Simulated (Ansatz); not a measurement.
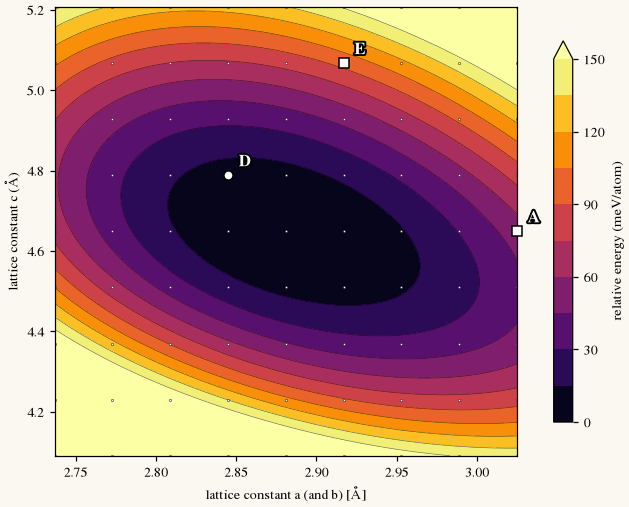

TiAl (P-6m2, No. 187; 2 atoms in the cell). The energy is mapped over the lattice constants a and c of the conventional cell. First axis: lattice constant a (and b). Second axis: lattice constant c. Nothing is relaxed (symmetry fixes all fractional coordinates). The grid has 9 × 9 points. Energies: meV/atom, counted from the lowest grid point. The calculation used Ansatz, DFT PBE, scalar-relativistic, plane waves, PAW. Settings: cutoff 520 eV, k-mesh 18×18×10 in the order of the run's cell vectors, gaussian smearing 0.15 eV, no spin polarisation.

In the figure: filled contours, dots at the grid points, one colour for all values above the top of the scale, lettered points. Between grid points the surface is interpolated.

Q: Rank the lettered points by energy, lowest first.

A: D (9 meV/atom), A (53 meV/atom), E (95 meV/atom).

PAW datasets: the set soft_1.
